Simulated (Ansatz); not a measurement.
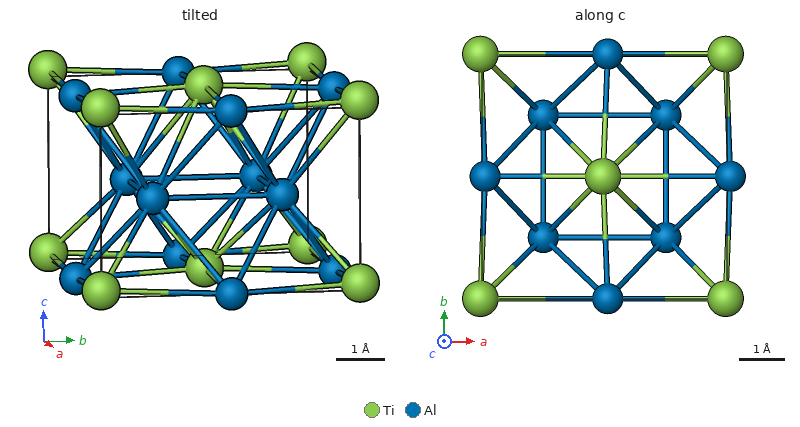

Ball-and-stick representation of a periodic structure, projected slightly off an axis and along the c axis. The frame is the conventional unit cell; atoms at its boundary are shown with their periodic copies. Cell: a = 5.571 Å, b = 5.557 Å, c = 3.875 Å, α = 90.00°, β = 91.34°, γ = 90.00°.

What can be read from this drawing?

It has the composition TiAl₃. The lattice is base-centred monoclinic and the space group Cm (No. 8). Cell content 2 Ti, 6 Al; Z = 2. Neighbours within bonding distance: Ti 12 and Al 12.

The initial geometry was a structure listed in the Materials Project. The cell was then strained or its atoms displaced on purpose. A calculation with Ansatz used it as input.

At this level of theory the cell isn't at rest (compressed, at 8 GPa and forces up to 2.2 eV/Å), so its distances can differ from those at equilibrium, the more so the softer the solid.
